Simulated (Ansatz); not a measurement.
**Single-point calculation of Ge₅₂Si₁₂ (part 2 of 2)**

The same run, continued: Ge₅₂Si₁₂ (P1, 64 atoms in the cell); DFT, HSE06, PAW, plane waves (Ansatz 0.2.0); cutoff 420 eV, 1×1×1 k-mesh, Fermi–Dirac smearing of 0.01 eV. The structure was built on a prototype by a generator.

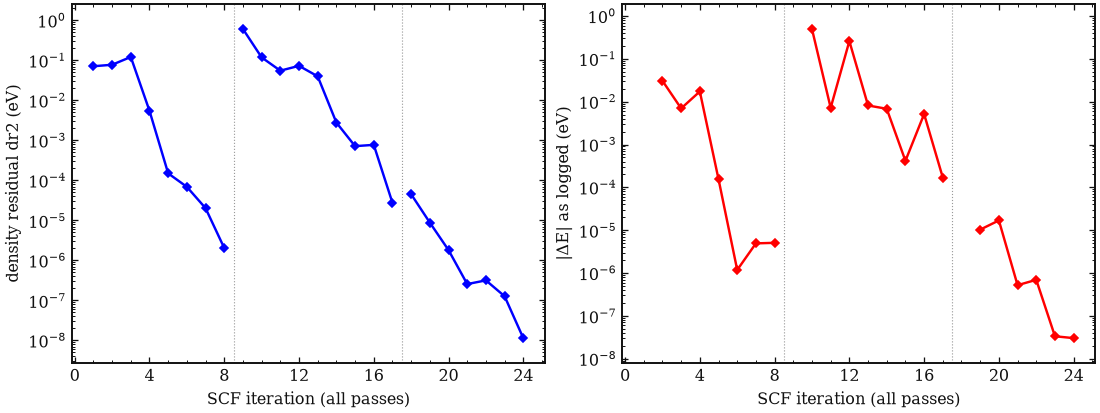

**Figure 1.** Convergence of the self-consistent field: density residual dr2 and size of the energy change against the SCF iteration. The run starts with a semilocal functional; after that each stretch between dotted lines is one SCF of the hybrid functional between two exact rebuilds of the exchange operator by the outer loop. Early passes are stopped at a loose threshold. The passes take 8, 9 and 7 iterations.

```
hybrid outer 2: dexx = +2.349e-5 eV, tail = 2.53e-7 eV, Δε = 2.78e-3 eV (about 5.91e-5 eV left of the loop's levels), ΔF = 6.03e-3 eV/Å (tail 7.05e-4)
NSCF: frozen V_eff on 1 k-points
hybrid SCF converged: 2 outer / 16 inner (+8 warm-up), last move |dexx| = 2.35e-5 eV, tail = 2.53e-7 eV
Stability not checked: this state was not tested for a lower state beside it, because the functional holds exact exchange (a hybrid, or Hartree-Fock), whose exchange loop this test does not read (fock_operator; see scf.lower_state_search)
Free energy (F): -231011.872911 eV
Harris-Foulkes:  -231011.872911 eV  (|F-HF|=1.30e-8)
Internal energy: -231011.872911 eV  (E = F + TS)
E sigma→0 (E₀):  -231011.872911 eV
Fermi energy:    8.304284 eV
--- Per-component energies (eV) ---
  E_band       = -9844.909105
  E_kinetic    = 6250.930825
  E_local      = -135880.479159  (includes V_loc(G=0)·N_el)
  E_nonlocal   = 22149.677175
  E_hartree    = 60063.621829
  E_xc         = -3701.028572
  E_vxc        = -3155.791702  (∫ρ·V_xc dr)
  E_exx        = -2903.475540  (= α·E_x^exact, valence–valence)
  E_paw        = -109276.876837  (= ΣΔE_a)
  E_vpaw       = -13529.542585  (= ΣTr[D̂ρ^β])
  E_aug_tail   = 0.016708  (compensation charges beyond the density's cutoff)
  E_ewald      = -67694.550513
  E_core_change = -19.708825  (= ΣΔE_core)
  E_smearing   = -0.000000  (= −TS)
  E_closure    = -0.000005  (closes the sum)
  Σ components = -231011.872911   (vs F -231011.872911, Δ=-2.91e-11)
--- Forces (eV/Å), atoms counted from 1 ---
  atom   1  Si    -0.00282469    -0.00939800    -0.00414875
  atom   2  Si    -0.00257230     0.00266362    -0.00260815
  atom   3  Si     0.00649159    -0.01769696     0.00280975
  atom   4  Si     0.00203199     0.01303088    -0.00419830
  atom   5  Si     0.01642275     0.01358726     0.00227772
  atom   6  Si    -0.00312887    -0.01498731    -0.00977162
  atom   7  Si    -0.00759661    -0.00087063     0.00432473
  atom   8  Si     0.00540097    -0.00138049     0.00908789
  atom   9  Si     0.00171262     0.01246862     0.00250728
  atom  10  Si     0.00064728    -0.00363254     0.01474868
  atom  11  Si    -0.00385028    -0.00015113     0.01206034
  atom  12  Si     0.00102446    -0.00228994    -0.01136269
  atom  13  Ge     0.00433843     0.00551618    -0.00186866
  atom  14  Ge    -0.00068180     0.00208455     0.00663852
  atom  15  Ge    -0.00229520    -0.00395484     0.00856313
  atom  16  Ge     0.00029012     0.00812229    -0.00847505
  atom  17  Ge     0.00538546     0.00611730    -0.00169889
  atom  18  Ge    -0.00561219     0.00019867    -0.00039041
  atom  19  Ge    -0.00636271    -0.00438840     0.00387120
  atom  20  Ge    -0.00563165    -0.00055186     0.00612936
  atom  21  Ge     0.00061919    -0.00184829     0.01291392
  atom  22  Ge    -0.00824224     0.00026244    -0.00649058
  atom  23  Ge     0.00465766     0.00180881     0.00878485
  atom  24  Ge     0.00600255    -0.00559800     0.00360908
  atom  25  Ge     0.00726643    -0.00053858    -0.00741070
  atom  26  Ge    -0.00853337    -0.00504646     0.00757240
  atom  27  Ge     0.00266441    -0.00497551    -0.00436080
  atom  28  Ge     0.00130227    -0.00440972    -0.00635318
  atom  29  Ge     0.00833440    -0.00279635     0.01144065
  atom  30  Ge    -0.00868466    -0.00084410    -0.00431836
  atom  31  Ge     0.01236134    -0.00076383    -0.00316342
  atom  32  Ge    -0.00324878    -0.00238896     0.00270319
  atom  33  Ge     0.00742856    -0.00158990     0.00350526
  atom  34  Ge    -0.00385733     0.00379660     0.00195469
  atom  35  Ge     0.00410923     0.01229030    -0.00466039
  atom  36  Ge    -0.01012659    -0.00500418     0.01200638
  atom  37  Ge     0.00907739     0.00037006     0.00382043
  atom  38  Ge     0.00621236    -0.00300154     0.00028247
  atom  39  Ge    -0.00026678     0.00385661    -0.00237984
  atom  40  Ge    -0.00231396     0.00630850    -0.01227675
  atom  41  Ge    -0.00537584     0.00977143     0.00483385
  atom  42  Ge    -0.01978487     0.01649720     0.01149529
  atom  43  Ge     0.00811303    -0.01289169    -0.00048443
  atom  44  Ge     0.00280213    -0.01390230    -0.00392438
  atom  45  Ge     0.00589853     0.00368037    -0.00224843
  atom  46  Ge     0.01292678    -0.00207169     0.00332025
  atom  47  Ge    -0.01492865    -0.00656248    -0.00684505
  atom  48  Ge    -0.00605186     0.00628306    -0.00903303
  atom  49  Ge    -0.00959747    -0.00719043    -0.00517851
  atom  50  Ge     0.01768830    -0.00328084     0.00240508
  atom  51  Ge     0.00362298     0.01158112    -0.00869174
  atom  52  Ge    -0.00759097     0.01209264     0.00597369
  atom  53  Ge    -0.01587165     0.00686141    -0.01729307
  atom  54  Ge     0.01818256    -0.00591963    -0.00850828
  atom  55  Ge     0.00331986    -0.01215206     0.00579705
  atom  56  Ge    -0.01687679    -0.01184883     0.00026885
  atom  57  Ge     0.01362186    -0.00965625     0.00029047
  atom  58  Ge    -0.00940869     0.00631548     0.00019418
  atom  59  Ge     0.00720894    -0.00050822     0.00005635
  atom  60  Ge    -0.00078569     0.00897221    -0.00307732
  atom  61  Ge    -0.00132001    -0.01259436    -0.01689006
  atom  62  Ge    -0.00285345     0.00091127     0.00982210
  atom  63  Ge    -0.00738494     0.00668907    -0.00150604
  atom  64  Ge    -0.00332348     0.01442287    -0.00652592
  max |Σ_I F_I| component: 1.82e-4 eV/Å
--- Band table (eV) ---
  k-point 0: bands = ["-20.0237", "-20.0220", "-20.0210", "-20.0184", "-20.0179", "-20.0163", "-20.0154", "-20.0141", "-20.0128", "-20.0126", ... 256 levels left out ..., "-4.8626", "-4.0182", "-4.0127", "-3.9979", "-3.9768", "-3.9656", "-3.9587", "-3.9429", "-3.9327", "-3.9229", "-3.8804", "-3.8273", "-3.7670", "-3.7278", "-3.7114", "-3.6339", "-3.5687", "-1.7963", "-1.7831", "-1.7427", "-1.6979", "-1.6923", "-1.6802", "-1.6609", "-1.6584", "-1.6247", "-1.6185", "-1.6150", "-1.5555",
      "-1.5051", "-1.4971", "-1.4671", "-1.4048", "-1.3147", "-1.2856", "-0.3934", "-0.3782", "-0.2960", "-0.2128", "0.8037", "0.8356", "0.8645", "0.8708", "0.8885", "0.9481", "0.9972", "1.0198", "1.0619", "1.1295", "1.1832", "1.2755", "2.9646", "2.9854", "3.0567", "3.0903", "3.1744", "3.2320", "3.5367", "3.5481", "3.5606", "3.5688", "3.5900", "3.6020", "3.6100", "3.6173", "3.6285", "3.6412", "3.6444", "3.6485",
      "3.6534", "3.6656", "3.6696", "3.6755", "3.6875", "3.7080", "3.7162", "3.7262", "3.7296", "3.7389", "3.7478", "3.7558", "4.4699", "4.4962", "4.4994", "4.5130", "4.5227", "4.5417", "5.5390", "5.5730", "5.5903", "5.6060", "5.6303", "5.6359", "5.6550", "5.6682", "5.6814", "5.6918", "5.7111", "5.7227", "6.0846", "6.1013", "6.1395", "6.1599", "6.1904", "6.1988", "6.2104", "6.2144", "6.2463", "6.2733",
      "6.2877", "6.2963", "6.3056", "6.3229", "6.3328", "6.3427", "6.3648", "6.3841", "6.3957", "6.4229", "7.7919", "7.7955", "7.7982", "8.8025", "8.8324", "8.9218", "9.0018", "9.0312", "9.0363", "9.0665", "9.1155", "9.1820", "9.2082", "9.3210", "9.3818", "9.4166", "9.4314", "9.4651", "9.4894", "9.5027", "10.4488", "10.4874", "10.5114", "10.5236", "10.5541", "10.5810", "10.6150", "10.6561", "10.6620", "10.7126",
      "10.7273", "10.7754", "11.0432", "11.0547", "11.0611", "11.3232", "11.3535", "11.4030", "11.4277", "11.4780", "11.5184", "12.0786", "12.1021", "12.1407", "12.1824", "12.2302", "12.2372", "12.2781", "12.3047", "12.9236", "12.9327", "13.0030", "13.0104", "13.0337", "13.0411", "13.0487", "13.0654", "13.0769", "13.0887", "13.1109", "13.1268", "13.1373", "13.1543", "13.1629", "13.1862", "13.2019", "13.2048", "13.2170", "13.2224", "13.2526",
      "13.3117", "13.3215", "13.3371", "13.3705", "13.3954", "13.4098", "13.4159", "13.4263", "13.4464", "13.4831", "13.4940"]
--- Löwdin populations: 64 sites ---
  site symbol       q [e]
     0     Si      3.8943
     1     Si      3.8939
     2     Si      3.8938
     3     Si      3.9144
     4     Si      3.9103
     5     Si      3.9104
     6     Si      3.8953
     7     Si      3.8995
     8     Si      3.8965
     9     Si      3.9127
    10     Si      3.8943
    11     Si      3.8951
    12     Ge     13.9977
    13     Ge     13.9964
    14     Ge     13.9770
    15     Ge     13.9962
    16     Ge     13.9960
    17     Ge     14.0298
    18     Ge     13.9980
    19     Ge     14.0159
    20     Ge     13.9751
    21     Ge     13.9763
    22     Ge     13.9756
    23     Ge     13.9907
    24     Ge     13.9949
    25     Ge     13.9930
    26     Ge     13.9924
    27     Ge     14.0115
    28     Ge     13.9932
    29     Ge     13.9947
    30     Ge     13.9773
    31     Ge     13.9803
    32     Ge     13.9782
    33     Ge     13.9774
    34     Ge     14.0173
    35     Ge     14.0014
    36     Ge     13.9787
    37     Ge     14.0158
    38     Ge     13.9803
    39     Ge     14.0172
    40     Ge     13.9965
    41     Ge     13.9775
    42     Ge     14.0155
    43     Ge     13.9976
    44     Ge     13.9768
    45     Ge     13.9960
    46     Ge     13.9799
    47     Ge     13.9801
    48     Ge     13.9951
    49     Ge     13.9980
    50     Ge     13.9987
    51     Ge     13.9787
    52     Ge     14.0164
    53     Ge     13.9777
    54     Ge     13.9772
    55     Ge     14.0164
    56     Ge     13.9989
    57     Ge     13.9974
    58     Ge     14.0156
    59     Ge     13.9784
    60     Ge     13.9751
    61     Ge     13.9946
    62     Ge     13.9939
    63     Ge     13.9915
  spilling = 0.001981 (of n_electrons = 776.000000)
```

Summary:

```csv
quantity,value
outcome,converged
space group (tolerance 0.01 Å),P1 (1)
electrons treated,776
free energy,−231011.8729 eV
Fermi energy,8.304 eV
largest force (length of the vector),0.028 eV/Å
hardware,"1 × NVIDIA GB300, 8 threads of Arm Neoverse-V2, shared host"
wall time,40 s (CPU time 2.5 min)
peak memory,5 GiB
```

Notes:

The k-point mesh is coarse for a cell of this size, so the results may not be converged.
